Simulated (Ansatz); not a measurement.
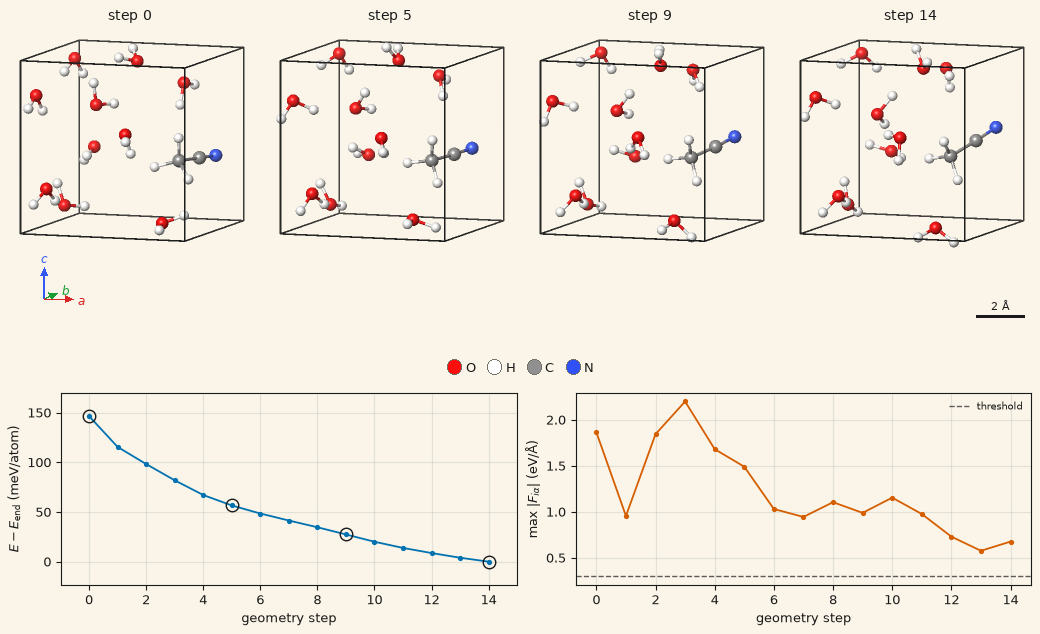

Frames of a relaxation of an amorphous cell of composition H$_{23}$C$_{2}$NO$_{10}$, marked on the history of the run. A ball-and-stick model of the cell of the calculation, seen slightly off an axis.

The cell holds 10 H2O + 1 CH3CN. The run prepares the start of a later molecular dynamics calculation, from a guessed geometry.

Computed with DFT PBE-D3(BJ), scalar-relativistic, plane waves, PAW (Ansatz 0.2.0).

Input
```yaml
crystal:
  lattice:
    - [7.287362, 0.0, 0.0]
    - [0.0, 7.287362, 0.0]
    - [0.0, 0.0, 7.287362]
  atoms:
    - { symbol: O, position: [0.019965, 0.209147, 0.7753745] }
    - { symbol: H, position: [0.0279749, 0.2984505, 0.677263] }
    - { symbol: H, position: [0.0144484, 0.0923545, 0.7121748] }
    - { symbol: O, position: [0.831428, 0.0865256, 0.0859461] }
    - { symbol: H, position: [0.9460771, 0.1373743, 0.1299361] }
    - { symbol: H, position: [0.8599255, -0.0410686, 0.0620144] }
    - { symbol: O, position: [0.6066203, 0.0859287, 0.5875221] }
    - { symbol: H, position: [0.6173183, 0.1492226, 0.4711409] }
    - { symbol: H, position: [0.6527423, -0.0361053, 0.5621138] }
    - { symbol: O, position: [0.5428987, 0.4688357, 0.9644669] }
    - { symbol: H, position: [0.4686415, 0.3626674, 0.9941198] }
    - { symbol: H, position: [0.4803884, 0.5695846, 1.0245273] }
    - { symbol: O, position: [0.7151917, 0.7800945, 0.8109337] }
    - { symbol: H, position: [0.733834, 0.909326, 0.786098] }
    - { symbol: H, position: [0.7130189, 0.7241712, 0.6903808] }
    - { symbol: O, position: [0.2940361, 0.464371, 0.7028711] }
    - { symbol: H, position: [0.2901778, 0.4333543, 0.832054] }
    - { symbol: H, position: [0.3617743, 0.5786671, 0.6992554] }
    - { symbol: O, position: [0.1308259, 0.3830841, 0.124563] }
    - { symbol: H, position: [0.0823326, 0.3977617, 0.2474373] }
    - { symbol: H, position: [0.2168683, 0.4835695, 0.1117372] }
    - { symbol: O, position: [0.2138808, 0.6568732, 0.4349047] }
    - { symbol: H, position: [0.1314623, 0.7154108, 0.3486164] }
    - { symbol: H, position: [0.2143805, 0.5293523, 0.3974441] }
    - { symbol: O, position: [0.151844, 0.0157397, 0.2637941] }
    - { symbol: H, position: [0.1676616, 0.1209701, 0.1841605] }
    - { symbol: H, position: [0.1081293, -0.0798541, 0.1824553] }
    - { symbol: O, position: [0.0911523, 0.6686341, 0.9390977] }
    - { symbol: H, position: [0.1098095, 0.7574188, 0.8419674] }
    - { symbol: H, position: [0.0690574, 0.554556, 0.8745754] }
    - { symbol: C, position: [0.7868958, 0.4984687, 0.3967431] }
    - { symbol: C, position: [0.841417, 0.6913366, 0.3932099] }
    - { symbol: "N", position: [0.8853956, 0.8469102, 0.39036] }
    - { symbol: H, position: [0.8039287, 0.4426342, 0.5346915] }
    - { symbol: H, position: [0.6432691, 0.4847858, 0.3564749] }
    - { symbol: H, position: [0.8714524, 0.4192796, 0.301787] }
basis:
  ecutwfc: 420.0
kpoints:
  mp_grid: { grid: [1, 1, 1] }
hamiltonian:
  xc: pbe
  dispersion: d3bj
scf:
  occupations: { method: fermi_dirac, width: 0.05 }
  lower_state_search: "off"
relax:
  f_tol: 0.3
  max_steps: 15
  adjacent_minimum: "off"
```

Run as
```bash
ansatz run input.yaml --threads 1 --pin off --max-ram 3072MiB --backend cpu --events-out ev --progress --plain --runs-dir out
```

### Describe the path.

The relaxation stopped without meeting its thresholds, so the last structure isn't shown to be converged. It used up its limit of 15 steps. After 14 geometry steps the energy has fallen by 147 meV per atom. The largest force component goes from 1.9 to 0.68 eV/Å. H23 moves most: 1.54 Å along [2 1 0]. Largest moves by element: H 1.54 Å, N 1.46 Å, O 1.29 Å, C 0.89 Å. The cell doesn't change. Near-neighbour distances that change, for instance: O10–H11 0.969 → 1.009 Å, O16–H17 0.969 → 1.002 Å, O13–H14 0.969 → 0.994 Å, C31–C32 1.461 → 1.447 Å. Among the angles between lasting bonds that change: H23–O22–H24 104.0° → 100.2°, H2–O1–H3 104.0° → 106.5°, H11–O10–H12 104.0° → 106.4°. From step 0 to 5: H17 moves most (0.75 Å), energy −90.0 meV per atom. From step 5 to 9: H atoms move most (0.68 Å), energy −29.2 meV per atom. From step 9 to 14: H24 moves most (0.77 Å), energy −27.4 meV per atom.

```csv
step,"E − E(0), meV/atom","largest force component, eV/Å"
0,0.00,1.8652
1,-31.04,0.9556
2,-48.31,1.8443
3,-64.66,2.1996
4,-79.47,1.6813
5,-90.01,1.4907
6,-98.12,1.0306
7,-105.18,0.9447
8,-111.95,1.1048
9,-119.21,0.9888
10,-126.55,1.1542
11,-132.78,0.9766
12,-137.94,0.7304
13,-142.65,0.5766
14,-146.62,0.6766
```

Limits of the set-up: the periodic images lie only 7.3 Å apart, so the values are limited by the cell's size.
